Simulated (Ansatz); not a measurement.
**ZnS3: density, localisation and related maps**

```
CELL_PARAMETERS angstrom
6.36171 0.00000 0.00000
0.00000 6.36171 0.00000
0.00000 0.00000 6.36171
ATOMIC_POSITIONS crystal
Zn 0.00000 0.00000 0.00000
Zn 0.50000 0.50000 0.00000
Zn 0.50000 0.00000 0.50000
Zn 0.00000 0.50000 0.50000
S 0.50000 0.00000 0.00000
S 0.00000 0.50000 0.00000
S 0.00000 0.00000 0.50000
S 0.50000 0.50000 0.50000
S 0.25000 0.25000 0.25000
S 0.75000 0.75000 0.25000
S 0.75000 0.25000 0.75000
S 0.25000 0.75000 0.75000
S 0.75000 0.25000 0.25000
S 0.25000 0.75000 0.25000
S 0.25000 0.25000 0.75000
S 0.75000 0.75000 0.75000
```

Space group Fm-3m; a structure generated by program, which may or may not match a known phase.

Computed with DFT PBE, scalar-relativistic, plane waves, PAW (Ansatz).

In a PAW calculation such maps are meaningful between the atoms, not at the nuclei.

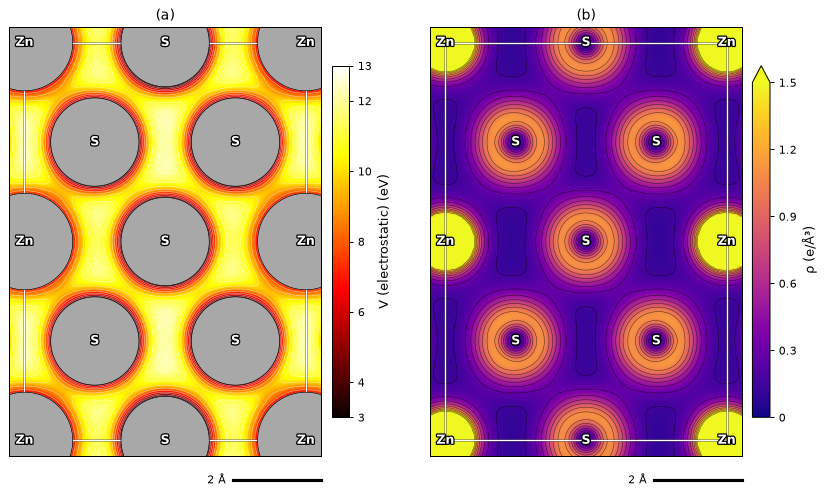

Figure 1. (a) electrostatic potential energy of an electron; (b) valence electron density on the (011) plane of the conventional cell. Grey discs cover the atomic cores in the potential map.

Interpret the plot.

Answer. The section cuts through Zn and S sites. Zn–S (2.75 Å): ρ at the midpoint is about 0.23 e/Å³. Between the atoms the lowest density in this plane is 0.1 e/Å³. Outside the cores the potential energy rises away from the atoms and is highest about 1.7 Å from the nearest atoms; its zero is arbitrary.

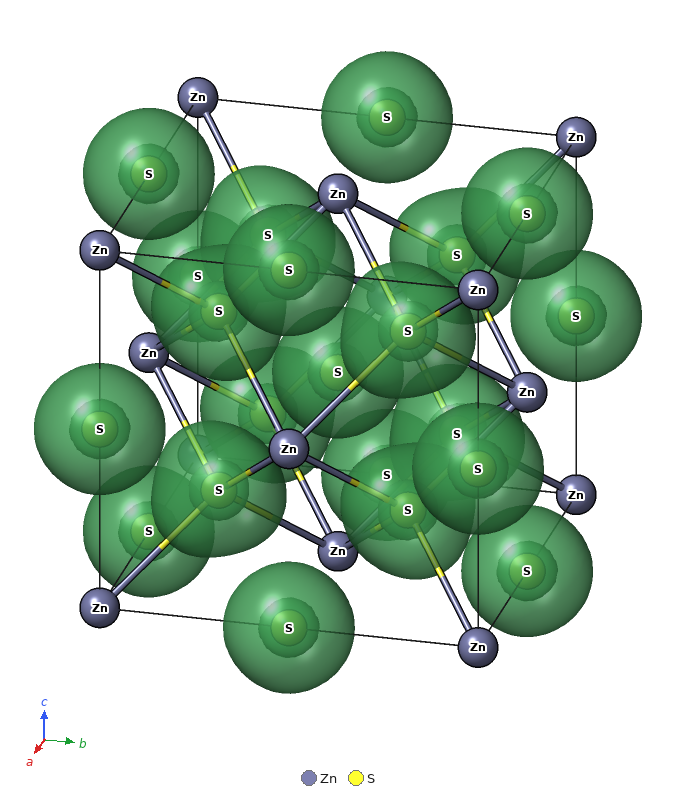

Figure 2. Isosurface of the ELF at 0.65 (green), seen at an oblique angle. Core shells and regions of very low density are left out. Sticks mark near contacts.

What do the ELF domains correspond to?

Answer. At this value the surface marks out twelve regions wrapped around S (the valence shell of each), counted in one cell of 16 atoms. Any copies at cell faces, edges or corners count once. Along the contacts the grid gives the following. Zn–S (2.75 Å): the ELF peaks at about 0.90 in the valence shell of S, 0.8 Å from its nucleus, and drops to about 0.15 between the two atoms.

Metal or insulator at this level of theory?

Answer. It is gapless in this calculation (a metal or semimetal).
